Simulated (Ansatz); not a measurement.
Here is a crystal structure:

```
CELL_PARAMETERS angstrom
3.16997 0.00000 0.00000
-1.58498 2.74527 0.00000
0.00000 0.00000 10.41423
ATOMIC_POSITIONS crystal
Sn 0.00000 0.00000 0.50000
Sn 0.00000 0.00000 0.00000
O 0.66667 0.33333 0.40481
O 0.66667 0.33333 0.09519
O 0.33333 0.66667 0.59519
O 0.33333 0.66667 0.90481
```

Give a crystallographic description of this input.

Answer. Formula: SnO2. The lattice is primitive hexagonal and the space group P6_3/mmc (No. 194). Content of the cell: 2 Sn, 4 O (Z = 2). The polyhedra are SnO6 octahedra; they share edges. Each Sn has six O in a distorted octahedral arrangement at 2.08 Å. Each O has three Sn in a trigonal pyramidal arrangement at 2.08 Å. The bonds build SnO2 layers parallel to (001).

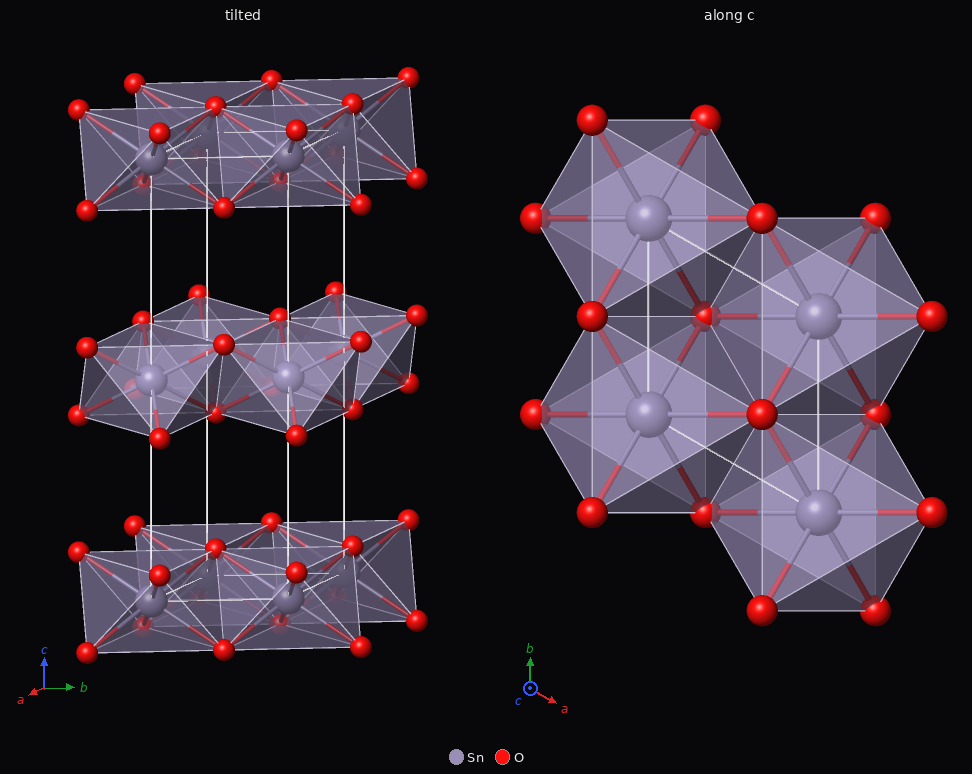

The crystal in a polyhedral representation, seen slightly off an axis and along the c axis. One conventional unit cell is framed, with atoms on its boundary repeated. Some neighbours outside the box are added.

Its origin is a structure listed in the Materials Project. Earlier steps of the study, as a rule a relaxation of our own, may have changed the cell and positions, so they can lie some per cent off the listed ones. A calculation with Ansatz used it as input.
